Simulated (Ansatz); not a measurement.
Take the following structure.

```
B N
1.0
     2.44039    0.00000    0.00000
    -1.22020    2.11344    0.00000
     0.00000    0.00000    4.16573
B N
2 2
Direct
  0.66667 0.33333 0.96424
  0.33333 0.66667 0.46424
  0.66667 0.33333 0.66076
  0.33333 0.66667 0.16076
```

**What would you see if this were drawn?**

Chemical formula BN. It belongs to space group P6_3mc (No. 186) and has a primitive hexagonal lattice. Among the common structure types it is wurtzite. The cell comprises 2 formula units: 2 B, 2 N. The neighbours of B are four N in a distorted tetrahedral arrangement at 1.26 to 1.63 Å. N is coordinated by four B in a distorted tetrahedral arrangement at 1.26 to 1.63 Å. The bonds build a three-dimensional framework.

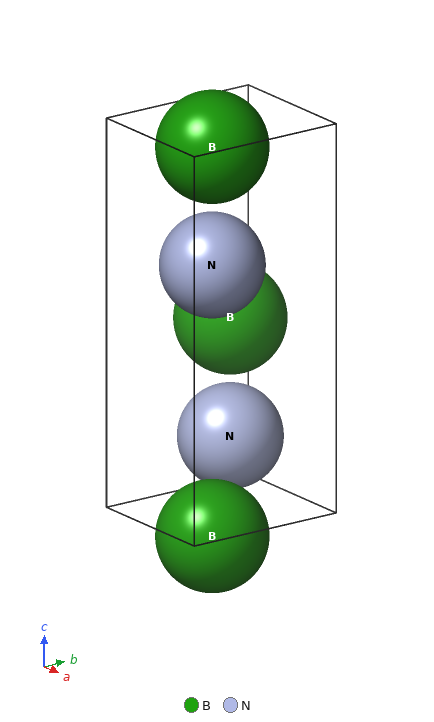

Drawn in the spheres-only manner and seen slightly off an axis. The conventional unit cell is outlined; an atom on or near a face, edge or corner is repeated at each equivalent position. Colours: boron green, nitrogen light blue.

The initial geometry was a structure listed in the Materials Project. The cell was then strained or its atoms displaced on purpose. An electronic-structure calculation with Ansatz was run on it.

At this level of theory the cell isn't at rest (compressed, at 66 GPa and forces up to 13.2 eV/Å), so its distances can differ from those at equilibrium, the more so the softer the solid.
